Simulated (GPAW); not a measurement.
TiO2: space group P4_2/mnm (No. 136), a = 4.600 Å, b = 4.600 Å, c = 2.959 Å, α = 90.00°, β = 90.00°, γ = 90.00°. Origin: a cell listed in the Materials Project, as set up for an electronic-structure calculation. Forms under 0.4 % of the area are left out.

What shape follows from the Bravais–Friedel–Donnay–Harker rule?

Answer. The forms computed, by share of the surface:

```csv
form,faces,d (Å),share of area (%)
{110},4,3.253,59.5
{101},8,2.489,40.5
```

The crystal is roughly equant (blocky). Widths along a, b and c stand as 1.00 : 1.00 : 1.10.

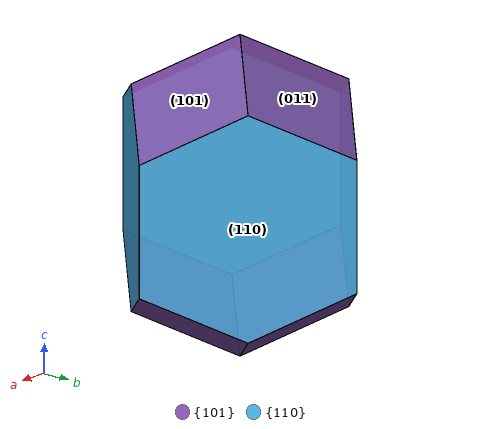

The computed shape, faces indexed. The rule is geometric and ignores bonding and growth conditions.
